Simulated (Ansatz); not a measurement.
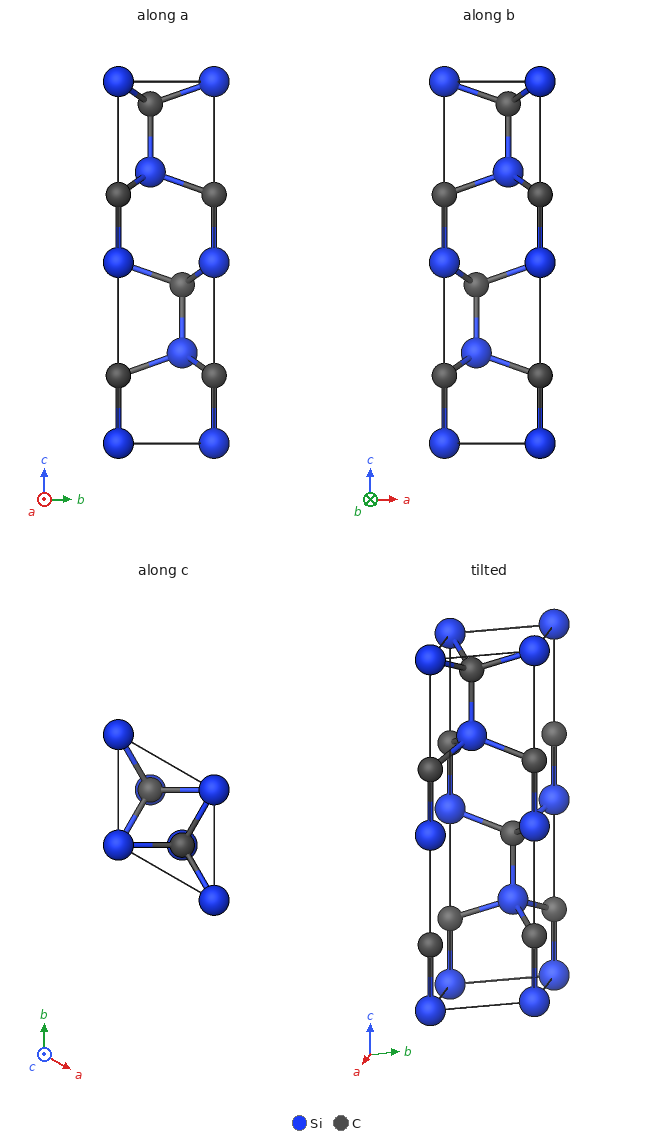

Figure: ball-and-stick view along the a axis, along the b axis, along the c axis and slightly off an axis. Atoms at the boundary of the conventional unit cell (the box) are drawn once for each face, edge or corner they touch.

Lattice parameters: a = 3.078 Å, b = 3.078 Å, c = 10.077 Å, α = 90.00°, β = 90.00°, γ = 120.00°.

From the views, write a table of Wyckoff sites, with free fractional coordinates to two decimals.

Space group P6_3mc (No. 186).
```tsv
atom	site	x	y	z
Si	2a	0.00	0.00	0.00
Si	2b	0.3333	0.6667	0.25
C	2a	0.00	0.00	0.19
C	2b	0.3333	0.6667	0.44
```

The initial geometry was a structure type filled with these elements by a generator (whether the compound takes this form wasn't checked). Earlier steps of the study may have refined or changed the cell and positions. An electronic-structure calculation with Ansatz was run on it.
